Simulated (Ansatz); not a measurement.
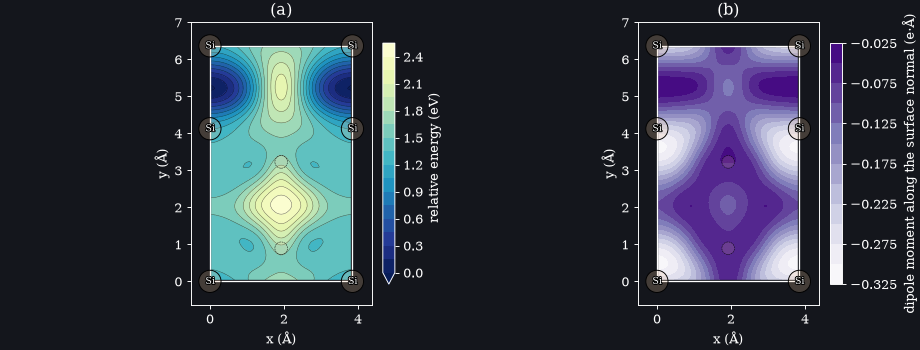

S on a Si(100) slab cut from the P6_3/mmc phase, its upper half relaxed before the scan (16 atoms of substrate and one adsorbate in a 2 × 1 cell). 
- S is moved over the surface cell; relaxed at each place: the height of the adsorbate's atoms; substrate rigid; the origin of the map has the adsorbate above Si13.
- Places are given modulo a cell vector. The map is drawn in real space over the plane of the surface.
- Grid: 6 × 6 points; 24 points were computed and 12 follow by symmetry.
- Places are given in fractions of the 1 × 1 surface cell.
- Energies: eV, counted from the lowest grid point.
- Theory: DFT PBE, scalar-relativistic, plane waves, PAW in Ansatz. Settings: cutoff 420 eV, k-mesh 4×4×1, gaussian smearing 0.05 eV, spin-polarised.

Panel (a) is the energy and panel (b) the computed dipole moment along the surface normal on the same grid.

In the figure: filled contours, labelled circles for the atoms of the top layer and small ones for the second layer, the outline of one cell of the plane. Between grid points the surface is interpolated.

Q: How does the dipole moment along the surface normal vary over the map, and what is it at the lowest grid point?

A: It runs from −0.27 e·Å at (0/6, 3/6) of the cell vectors [nearest 1 Si at 2.09 Å] to −0.03 e·Å at (0/6, 5/6) of the cell vectors [nearest 2 Si at 2.18 Å]. At the lowest grid point, (0/6, 5/6) of the cell vectors [nearest 2 Si at 2.18 Å], it is −0.03 e·Å.

PAW datasets: the set soft_1.
